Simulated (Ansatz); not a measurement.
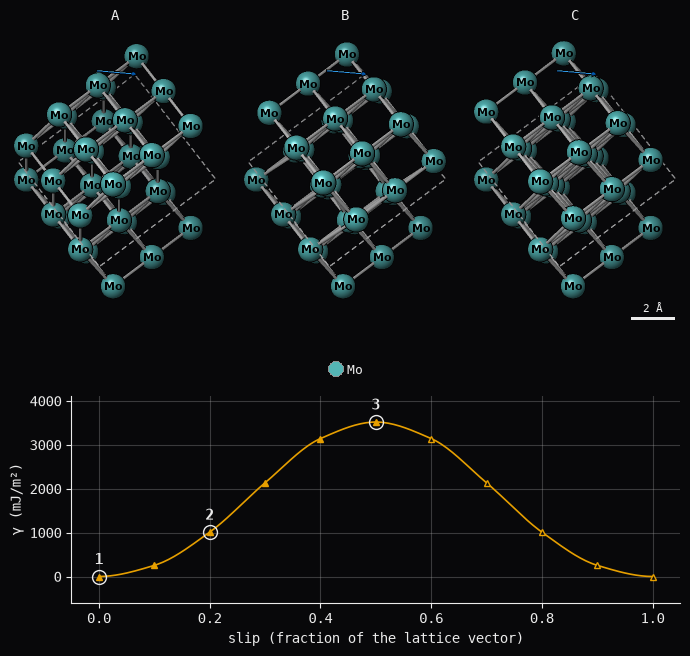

A scan of a crystal of Mo (Im-3m): the crystal above a cut along the (0 1 1) plane of the conventional cell (between a plane of Mo below and one of Mo above, 2.22 Å apart) is slid rigidly by fractions of an in-plane lattice vector 3.14 Å long (a generalised stacking fault). One cut stands in each cell, which starts 8.9 Å high; nothing is relaxed, and the dashed outline marks the cut, the arrow on top the direction of slip. The frames are shuffled; the numbered points of the plot belong to them. Hollow markers are points alike by symmetry, not computed again. The picture is a ball-and-stick view of the layers on both sides of the cut, seen obliquely from above.

Method: DFT PBE, scalar-relativistic, plane waves, PAW in Ansatz. (plane-wave cutoff 420 eV; k-point mesh 18 × 18 × 6; occupations gaussian; smearing width 0.15 eV; no spin polarisation). Energies (free energies at the smearing named) are counted from the cell as listed in its source, which wasn't relaxed.

Question: Match the frames to the points.

Answer: Point 1 is frame C (the slip 0.00, 0 mJ/m²); 2 is frame B (the slip 0.20, 1011 mJ/m²); 3 is frame A (the slip 0.50, 3519 mJ/m²). The curve starts and ends at zero, since a full lattice vector restores the crystal. Its highest computed point is 3519 mJ/m² at slip 0.50, which the unstable stacking-fault energy of this rigid path equals or slightly exceeds. No local minimum shows among the points, so there is no metastable fault on this line. The path is symmetric about half-way. Relaxation across the fault would lower the values.
